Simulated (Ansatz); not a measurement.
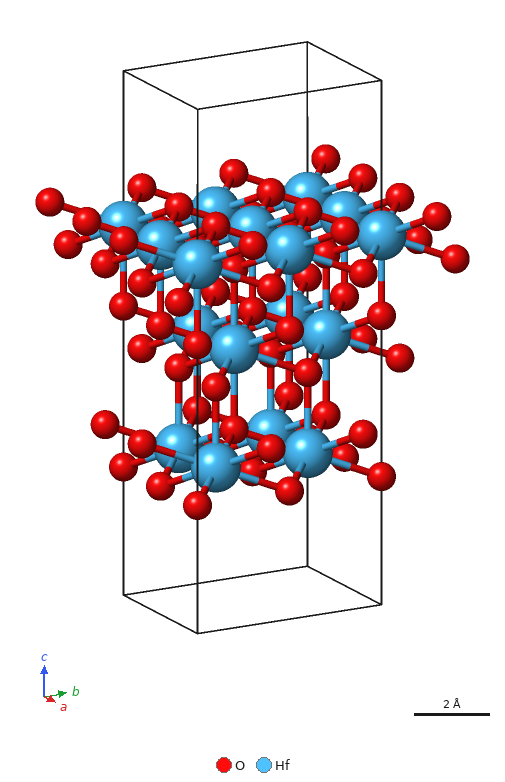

Figure 1. The starting structure (ball-and-stick view of the cell of the calculation, with the vacuum cut short, seen slightly off an axis; bonded neighbours outside the cell are drawn too).

## HfO2: geometry relaxation (part 1 of 3)

System: HfO2 (slab, 36 atoms in the cell).
Method: DFT PBE+D3(BJ), scalar-relativistic, plane waves, PAW, no spin polarisation (Ansatz 0.2.0).

The structure derives from an entry of the Crystallography Open Database. The input holds or restrains some coordinates. It belongs to a series of runs on one base structure; here: clean slab, lower planes held.

## The input
```yaml
crystal:
  lattice:
    - [7.1741418864, 0.0, 0.0]
    - [-3.5870709432, 6.212989124, 0.0]
    - [0.0, 0.0, 23.3220779017]
  atoms:
    - { symbol: O, position: [0.5, 0.5, 0.3430226086] }
    - { symbol: O, position: [0.5, 0.0, 0.3430226086] }
    - { symbol: O, position: [0.0, 0.5, 0.3430226086] }
    - { symbol: O, position: [0.0, 0.0, 0.3430226086] }
    - { symbol: Hf, position: [0.3333333333, 0.1666666667, 0.3744180869] }
    - { symbol: Hf, position: [0.3333333333, 0.6666666667, 0.3744180869] }
    - { symbol: Hf, position: [0.8333333333, 0.1666666667, 0.3744180869] }
    - { symbol: Hf, position: [0.8333333333, 0.6666666667, 0.3744180869] }
    - { symbol: O, position: [0.6666666667, 0.3333333333, 0.4058135652] }
    - { symbol: O, position: [0.6666666667, 0.8333333333, 0.4058135652] }
    - { symbol: O, position: [0.1666666667, 0.3333333333, 0.4058135652] }
    - { symbol: O, position: [0.1666666667, 0.8333333333, 0.4058135652] }
    - { symbol: O, position: [0.8333333333, 0.6666666667, 0.4686045217] }
    - { symbol: O, position: [0.8333333333, 0.1666666667, 0.4686045217] }
    - { symbol: O, position: [0.3333333333, 0.6666666667, 0.4686045217] }
    - { symbol: O, position: [0.3333333333, 0.1666666667, 0.4686045217] }
    - { symbol: Hf, position: [0.6666666667, 0.3333333333, 0.5] }
    - { symbol: Hf, position: [0.6666666667, 0.8333333333, 0.5] }
    - { symbol: Hf, position: [0.1666666667, 0.3333333333, 0.5] }
    - { symbol: Hf, position: [0.1666666667, 0.8333333333, 0.5] }
    - { symbol: O, position: [0.0, 0.5, 0.5313954783] }
    - { symbol: O, position: [0.0, 0.0, 0.5313954783] }
    - { symbol: O, position: [0.5, 0.5, 0.5313954783] }
    - { symbol: O, position: [0.5, 0.0, 0.5313954783] }
    - { symbol: O, position: [0.1666666667, 0.8333333333, 0.5941864348] }
    - { symbol: O, position: [0.1666666667, 0.3333333333, 0.5941864348] }
    - { symbol: O, position: [0.6666666667, 0.8333333333, 0.5941864348] }
    - { symbol: O, position: [0.6666666667, 0.3333333333, 0.5941864348] }
    - { symbol: Hf, position: [0.0, 0.5, 0.6255819131] }
    - { symbol: Hf, position: [0.0, 0.0, 0.6255819131] }
    - { symbol: Hf, position: [0.5, 0.5, 0.6255819131] }
    - { symbol: Hf, position: [0.5, 0.0, 0.6255819131] }
    - { symbol: O, position: [0.3333333333, 0.6666666667, 0.6569773914] }
    - { symbol: O, position: [0.3333333333, 0.1666666667, 0.6569773914] }
    - { symbol: O, position: [0.8333333333, 0.6666666667, 0.6569773914] }
    - { symbol: O, position: [0.8333333333, 0.1666666667, 0.6569773914] }
basis:
  ecutwfc: 420
kpoints:
  mp_grid: { grid: [3, 3, 1] }
hamiltonian:
  xc: pbe
  dispersion: d3bj
scf:
  occupations: { method: gaussian, width: 0.05 }
output:
  forces: true
  eigenvalues: true
  write_density: true
  write_potential: true
  elf: true
  volumetric_format: npy
relax:
  adjacent_minimum: "off"
  f_tol: 0.03
  max_steps: 70
  constraints: [{ sites: [0, 1, 2, 3, 4, 5, 6, 7, 8, 9, 10, 11, 12, 13, 14, 15] }]
efield:
  axis: 3
  dipole_correction: true
  ramp_width: 0.04
```

Run on 8 threads of Intel Xeon (Granite Rapids), 32 GiB of memory available, shared host.

Launch command:
```bash
ansatz run input.yaml --threads 8 --pin off --max-ram 20480MiB --backend cpu --events-out ev --progress --plain --runs-dir out
```

## Log
```
Engine: ansatz 0.2.0, x86_64-unknown-linux-gnu
Pseudopotentials: kind: paw
Pseudopotential: O, paw, valence charge 6, recommended cutoff 420 eV (normal), O.paw.azcp
Pseudopotential: Hf, paw, valence charge 26, recommended cutoff 420 eV (normal), Hf.paw.azcp
Functional definition: PBE
  parameter kappa = 0.804
  parameter beta = 0.06672455060314922
  exchange = pbe_x(kappa = kappa, mu = beta*pi^2/3)
  correlation = pbe_c(beta = beta)
Crystal: 36 atoms, lattice volume = 1039.532 Å³
Basis set: ecut = 420 eV, 20243 PW (Γ), exchange–correlation on 96×96×320 points (8 copies of the dense FFT grid, shifted against one another)
Bands: 274, of which v1, the nominal top of the filled ones, is band 228 counted from 1 (227 counted from 0)
Symmetry: 24 space group operations
k-points: 3 of 9 (time reversal used)
Non-local potential: O, projectors of the file, l = 0: 2, l = 1: 2, l = 2: 1
Non-local potential: Hf, projectors of the file, l = 0: 3, l = 1: 2, l = 2: 2, l = 3: 3
PAW form: soft (Blöchl's): semilocal exchange-correlation on the pseudo side does not see the compensation charge
PAW one-centre angular grid: O, 110 points (default); XC on 64 Gauss nodes
PAW one-centre angular grid: Hf, 590 points (default); XC on 64 Gauss nodes
Initial density: superposition of atomic densities (neutral atoms: chi_scale 0, normalization atom), corrected by the library's trained network
Initial wavefunctions: pseudopotential atomic-orbital guess
Functional: x = pbe(κ = 0.804, μ = 0.2195149727645171), c = pbe(β = 0.06672455060314922)
SCF iter   1: F=—  HF=-202338.325667 eV  |F-HF|=—  |Δ(HF+E_count)|=         —  Δρ=2.63e-3  dr2=7.05e-2  ethr=1.77e-3  p=0.000 e·Å  D=1.83e-13 V/Å  ΔV_dip=-0.00 eV  dr2_dipole=5.18e-9  V_vac-E_F(+/−)=4.26/4.26 eV  ⟨swp⟩=6.7  Hψ=3269  notcnv=0  defer=17
efield: sawtooth ramp at fractional position 0.9800 (placed from the atoms, in the widest stretch of the axis that holds none; the zero of the levels goes with the place), width 0.0400; the density the first Hamiltonian is built on has a dipole p = 0.000 e·Å; the dipole correction subtracts the counter field D = 1.83e-13 V/Å, which shifts the + side's vacuum level by -0.00 eV against the − side's; the planar-averaged density in the ramp window peaks in size at 2.4e-5 e/Å³
preconditioner: auto → Resta (q_TF=auto, 2.378 Å⁻¹)  ε∞=2.9  [insulator: Δε(μ)=4.257 eV  Ē_g=17.540 eV  σ=0.050 eV  W_gap=1.00  n_scr=226 (ndim 8)  ℏωp=23.9 eV  f_vac=0.591  D(μ)=0.00/eV (n_scr^D=0)  ε∞_Penn≈2.9  vacuum switching on, ρ_ref=2.2e-2 e/Å³]
SCF iter   2: F=—  HF=-202338.351019 eV  |F-HF|=—  |Δ(HF+E_count)|=   2.54e-2  Δρ=1.52e-3  dr2=1.42e-2  ethr=1.55e-5  p=0.000 e·Å  D=7.45e-6 V/Å  ΔV_dip=-0.00 eV  dr2_dipole=5.09e-9  V_vac-E_F(+/−)=4.29/4.29 eV  ⟨swp⟩=3.0  Hψ=1761  notcnv=0  defer=88
SCF iter   3: F=—  HF=-202338.352161 eV  |F-HF|=—  |Δ(HF+E_count)|=   1.14e-3  Δρ=6.01e-4  dr2=2.81e-3  ethr=3.12e-6  p=0.000 e·Å  D=1.65e-6 V/Å  ΔV_dip=-0.00 eV  dr2_dipole=1.70e-10  V_vac-E_F(+/−)=4.30/4.30 eV  ⟨swp⟩=2.0  Hψ=1230  notcnv=0  defer=88
SCF iter   4: F=—  HF=-202338.353889 eV  |F-HF|=—  |Δ(HF+E_count)|=   1.73e-3  Δρ=2.59e-4  dr2=5.25e-4  ethr=6.16e-7  p=-0.000 e·Å  D=-1.56e-6 V/Å  ΔV_dip=0.00 eV  dr2_dipole=2.05e-10  V_vac-E_F(+/−)=4.31/4.31 eV  ⟨swp⟩=2.3  Hψ=1213  notcnv=0  defer=88
SCF iter   5: F=—  HF=-202338.354107 eV  |F-HF|=—  |Δ(HF+E_count)|=   2.18e-4  Δρ=8.47e-5  dr2=6.88e-5  ethr=1.15e-7  p=-0.000 e·Å  D=-2.95e-7 V/Å  ΔV_dip=0.00 eV  dr2_dipole=8.85e-12  V_vac-E_F(+/−)=4.30/4.30 eV  ⟨swp⟩=2.3  Hψ=1394  notcnv=0  defer=88
SCF iter   6: F=-202338.354135 eV  HF=-202338.354127 eV  |F-HF|=8.50e-6  |Δ(HF+E_count)|=   1.92e-5  Δρ=3.00e-5  dr2=8.96e-6  ethr=4.93e-9  p=0.000 e·Å  D=2.74e-7 V/Å  ΔV_dip=-0.00 eV  dr2_dipole=5.98e-12  V_vac-E_F(+/−)=4.30/4.30 eV  ⟨swp⟩=23.7  Hψ=10293  notcnv=0
SCF 1 converged in 6 iterations: F = -202338.354135 eV  dr2 = 8.96e-6
  greatest PAW one-centre occupation: 0.999 electrons in one spin orbital (limit 2), on the Hf atom at site 19 (counted from 0), in its partial waves of l = 3
relax step   1: F+E_penalty+E_count = -202338.35413504 eV  Δ(F+E_penalty+E_count) = +0.000e0 eV  max|allowed force component| = 9.165e-1 eV/Å  Δτ_max = 0.0000 Å  (6 SCF iters, dr2 threshold 2.25e-5 eV, accepted)
Initial density: handed on by an earlier stage of this run
Initial wavefunctions: those handed on with the density
iter 1 solved again at ethr=7.98e-5 eV; its pass at ethr=3.10e-3 eV (dr2=3.64e-1 eV) is discarded
SCF iter   1: F=—  HF=-202338.588275 eV  |F-HF|=—  |Δ(HF+E_count)|=         —  Δρ=3.57e-3  dr2=3.63e-1  ethr=7.98e-5  p=0.000 e·Å  D=1.10e-7 V/Å  ΔV_dip=-0.00 eV  dr2_dipole=6.32e-2  V_vac-E_F(+/−)=4.34/4.34 eV  ⟨swp⟩=2.0  Hψ=2168  notcnv=0  defer=113
efield: sawtooth ramp at fractional position 0.9800 (handed on by an earlier solve), width 0.0400; the density the first Hamiltonian is built on has a dipole p = 0.000 e·Å; the dipole correction subtracts the counter field D = 1.10e-7 V/Å, which shifts the + side's vacuum level by -0.00 eV against the − side's; the planar-averaged density in the ramp window peaks in size at 2.1e-6 e/Å³
preconditioner: auto → Resta (q_TF=auto, 2.378 Å⁻¹)  ε∞=2.9  [insulator: Δε(μ)=4.211 eV  Ē_g=17.558 eV  σ=0.050 eV  W_gap=1.00  n_scr=226 (ndim 8)  ℏωp=23.9 eV  f_vac=0.591  D(μ)=0.00/eV (n_scr^D=0)  ε∞_Penn≈2.9  vacuum switching on, ρ_ref=2.2e-2 e/Å³]
SCF iter   2: F=—  HF=-202338.473148 eV  |F-HF|=—  |Δ(HF+E_count)|=   1.15e-1  Δρ=2.03e-3  dr2=6.41e-2  ethr=7.97e-5  p=-0.172 e·Å  D=-2.99e-2 V/Å  ΔV_dip=0.70 eV  dr2_dipole=1.63e-3  V_vac-E_F(+/−)=4.88/4.19 eV  ⟨swp⟩=3.7  Hψ=1983  notcnv=0  defer=113
SCF iter   3: F=—  HF=-202338.454670 eV  |F-HF|=—  |Δ(HF+E_count)|=   1.85e-2  Δρ=1.38e-3  dr2=2.17e-2  ethr=1.41e-5  p=-0.211 e·Å  D=-3.68e-2 V/Å  ΔV_dip=0.86 eV  dr2_dipole=1.44e-3  V_vac-E_F(+/−)=5.07/4.22 eV  ⟨swp⟩=3.0  Hψ=1296  notcnv=0  defer=113
SCF iter   4: F=—  HF=-202338.451869 eV  |F-HF|=—  |Δ(HF+E_count)|=   2.80e-3  Δρ=3.93e-4  dr2=1.57e-3  ethr=4.75e-6  p=-0.235 e·Å  D=-4.10e-2 V/Å  ΔV_dip=0.96 eV  dr2_dipole=9.27e-7  V_vac-E_F(+/−)=5.14/4.19 eV  ⟨swp⟩=2.0  Hψ=1344  notcnv=0  defer=113
SCF iter   5: F=—  HF=-202338.451822 eV  |F-HF|=—  |Δ(HF+E_count)|=   4.65e-5  Δρ=1.41e-4  dr2=1.42e-4  ethr=3.45e-7  p=-0.239 e·Å  D=-4.15e-2 V/Å  ΔV_dip=0.97 eV  dr2_dipole=5.59e-7  V_vac-E_F(+/−)=5.16/4.19 eV  ⟨swp⟩=2.7  Hψ=1223  notcnv=0  defer=113
SCF iter   6: F=-202338.451888 eV  HF=-202338.451920 eV  |F-HF|=3.15e-5  |Δ(HF+E_count)|=   9.78e-5  Δρ=6.79e-5  dr2=4.20e-5  ethr=1.15e-8  p=-0.240 e·Å  D=-4.18e-2 V/Å  ΔV_dip=0.98 eV  dr2_dipole=2.58e-9  V_vac-E_F(+/−)=5.16/4.19 eV  ⟨swp⟩=22.3  Hψ=10021  notcnv=0
SCF 2 converged in 6 iterations: F = -202338.451888 eV  dr2 = 4.20e-5
relax step   2: F+E_penalty+E_count = -202338.45188843 eV  Δ(F+E_penalty+E_count) = -9.775e-2 eV  max|allowed force component| = 4.751e-1 eV/Å  Δτ_max = 0.0773 Å  (6 SCF iters, dr2 threshold 5.25e-5 eV, accepted)
SCF iter   1: F=—  HF=-202338.519141 eV  |F-HF|=—  |Δ(HF+E_count)|=         —  Δρ=1.50e-3  dr2=6.40e-2  ethr=1.61e-4  p=-0.240 e·Å  D=-4.18e-2 V/Å  ΔV_dip=0.98 eV  dr2_dipole=8.82e-3  V_vac-E_F(+/−)=5.17/4.19 eV  ⟨swp⟩=2.0  Hψ=1474  notcnv=0  defer=111
efield: sawtooth ramp at fractional position 0.9800 (handed on by an earlier solve), width 0.0400; the density the first Hamiltonian is built on has a dipole p = -0.240 e·Å; the dipole correction subtracts the counter field D = -4.18e-2 V/Å, which shifts the + side's vacuum level by +0.98 eV against the − side's; the planar-averaged density in the ramp window peaks in size at 1.6e-6 e/Å³
preconditioner: auto → Resta (q_TF=auto, 2.378 Å⁻¹)  ε∞=2.9  [insulator: Δε(μ)=4.134 eV  Ē_g=17.598 eV  σ=0.050 eV  W_gap=1.00  n_scr=226 (ndim 8)  ℏωp=23.9 eV  f_vac=0.591  D(μ)=0.00/eV (n_scr^D=0)  ε∞_Penn≈2.9  vacuum switching on, ρ_ref=2.2e-2 e/Å³]
SCF iter   2: F=—  HF=-202338.499045 eV  |F-HF|=—  |Δ(HF+E_count)|=   2.01e-2  Δρ=7.32e-4  dr2=9.54e-3  ethr=1.40e-5  p=-0.176 e·Å  D=-3.06e-2 V/Å  ΔV_dip=0.71 eV  dr2_dipole=2.83e-4  V_vac-E_F(+/−)=4.95/4.24 eV  ⟨swp⟩=2.0  Hψ=1230  notcnv=0  defer=112
SCF iter   3: F=—  HF=-202338.497122 eV  |F-HF|=—  |Δ(HF+E_count)|=   1.92e-3  Δρ=4.60e-4  dr2=2.46e-3  ethr=2.09e-6  p=-0.159 e·Å  D=-2.77e-2 V/Å  ΔV_dip=0.65 eV  dr2_dipole=1.33e-4  V_vac-E_F(+/−)=4.88/4.23 eV  ⟨swp⟩=3.0  Hψ=1286  notcnv=0  defer=112
SCF iter   4: F=—  HF=-202338.496627 eV  |F-HF|=—  |Δ(HF+E_count)|=   4.95e-4  Δρ=1.32e-4  dr2=1.94e-4  ethr=5.39e-7  p=-0.152 e·Å  D=-2.64e-2 V/Å  ΔV_dip=0.62 eV  dr2_dipole=2.62e-7  V_vac-E_F(+/−)=4.85/4.23 eV  ⟨swp⟩=2.0  Hψ=1224  notcnv=0  defer=112
SCF iter   5: F=—  HF=-202338.496605 eV  |F-HF|=—  |Δ(HF+E_count)|=   2.22e-5  Δρ=4.61e-5  dr2=1.43e-5  ethr=4.24e-8  p=-0.150 e·Å  D=-2.62e-2 V/Å  ΔV_dip=0.61 eV  dr2_dipole=2.94e-7  V_vac-E_F(+/−)=4.85/4.23 eV  ⟨swp⟩=3.0  Hψ=1510  notcnv=0  defer=112
SCF iter   6: F=-202338.496610 eV  HF=-202338.496614 eV  |F-HF|=3.69e-6  |Δ(HF+E_count)|=   9.09e-6  Δρ=2.51e-5  dr2=6.23e-6  ethr=3.09e-9  p=-0.150 e·Å  D=-2.61e-2 V/Å  ΔV_dip=0.61 eV  dr2_dipole=3.90e-8  V_vac-E_F(+/−)=4.84/4.23 eV  ⟨swp⟩=22.3  Hψ=9942  notcnv=0
SCF 3 converged in 6 iterations: F = -202338.496610 eV  dr2 = 6.23e-6
relax step   3: F+E_penalty+E_count = -202338.49661022 eV  Δ(F+E_penalty+E_count) = -4.472e-2 eV  max|allowed force component| = 8.548e-2 eV/Å  Δτ_max = 0.0412 Å  (6 SCF iters, dr2 threshold 1.41e-5 eV, accepted)
SCF iter   1: F=—  HF=-202338.501380 eV  |F-HF|=—  |Δ(HF+E_count)|=         —  Δρ=8.49e-4  dr2=6.97e-3  ethr=4.38e-5  p=-0.150 e·Å  D=-2.61e-2 V/Å  ΔV_dip=0.61 eV  dr2_dipole=1.73e-4  V_vac-E_F(+/−)=4.85/4.24 eV  ⟨swp⟩=2.0  Hψ=1477  notcnv=0  defer=109
efield: sawtooth ramp at fractional position 0.9800 (handed on by an earlier solve), width 0.0400; the density the first Hamiltonian is built on has a dipole p = -0.150 e·Å; the dipole correction subtracts the counter field D = -2.61e-2 V/Å, which shifts the + side's vacuum level by +0.61 eV against the − side's; the planar-averaged density in the ramp window peaks in size at 9.0e-7 e/Å³
preconditioner: auto → Resta (q_TF=auto, 2.378 Å⁻¹)  ε∞=2.9  [insulator: Δε(μ)=4.188 eV  Ē_g=17.594 eV  σ=0.050 eV  W_gap=1.00  n_scr=226 (ndim 8)  ℏωp=23.9 eV  f_vac=0.592  D(μ)=0.00/eV (n_scr^D=0)  ε∞_Penn≈2.9  vacuum switching on, ρ_ref=2.2e-2 e/Å³]
SCF iter   2: F=—  HF=-202338.499791 eV  |F-HF|=—  |Δ(HF+E_count)|=   1.59e-3  Δρ=4.22e-4  dr2=1.52e-3  ethr=1.53e-6  p=-0.142 e·Å  D=-2.47e-2 V/Å  ΔV_dip=0.58 eV  dr2_dipole=1.02e-8  V_vac-E_F(+/−)=4.82/4.25 eV  ⟨swp⟩=2.0  Hψ=1229  notcnv=0  defer=109
SCF iter   3: F=—  HF=-202338.499590 eV  |F-HF|=—  |Δ(HF+E_count)|=   2.01e-4  Δρ=2.78e-4  dr2=6.80e-4  ethr=3.34e-7  p=-0.144 e·Å  D=-2.51e-2 V/Å  ΔV_dip=0.58 eV  dr2_dipole=1.35e-5  V_vac-E_F(+/−)=4.83/4.25 eV  ⟨swp⟩=2.0  Hψ=1298  notcnv=0  defer=109
SCF iter   4: F=—  HF=-202338.499496 eV  |F-HF|=—  |Δ(HF+E_count)|=   9.44e-5  Δρ=6.48e-5  dr2=3.25e-5  ethr=1.49e-7  p=-0.142 e·Å  D=-2.48e-2 V/Å  ΔV_dip=0.58 eV  dr2_dipole=4.12e-7  V_vac-E_F(+/−)=4.83/4.25 eV  ⟨swp⟩=2.0  Hψ=1238  notcnv=0  defer=109
SCF iter   5: F=—  HF=-202338.500750 eV  |F-HF|=—  |Δ(HF+E_count)|=   1.25e-3  Δρ=2.59e-5  dr2=5.00e-6  ethr=7.12e-9  p=-0.143 e·Å  D=-2.48e-2 V/Å  ΔV_dip=0.58 eV  dr2_dipole=5.72e-8  V_vac-E_F(+/−)=4.83/4.25 eV  ⟨swp⟩=3.0  Hψ=1636  notcnv=0  defer=109
SCF iter   6: F=—  HF=-202338.500751 eV  |F-HF|=—  |Δ(HF+E_count)|=   4.72e-7  Δρ=8.53e-6  dr2=5.68e-7  ethr=1.10e-9  p=-0.143 e·Å  D=-2.49e-2 V/Å  ΔV_dip=0.58 eV  dr2_dipole=1.10e-8  V_vac-E_F(+/−)=4.83/4.25 eV  ⟨swp⟩=2.0  Hψ=1369  notcnv=0  defer=109
SCF iter   7: F=-202338.500751 eV  HF=-202338.500751 eV  |F-HF|=3.38e-8  |Δ(HF+E_count)|=   6.23e-8  Δρ=3.05e-6  dr2=6.13e-8  ethr=2.19e-11  p=-0.143 e·Å  D=-2.49e-2 V/Å  ΔV_dip=0.58 eV  dr2_dipole=2.09e-10  V_vac-E_F(+/−)=4.83/4.25 eV  ⟨swp⟩=18.7  Hψ=7712  notcnv=0
SCF 4 converged in 7 iterations: F = -202338.500751 eV  dr2 = 6.13e-8
relax step   4: F+E_penalty+E_count = -202338.50075084 eV  Δ(F+E_penalty+E_count) = -4.141e-3 eV  max|allowed force component| = 4.561e-2 eV/Å  Δτ_max = 0.0157 Å  (7 SCF iters, accepted)
```
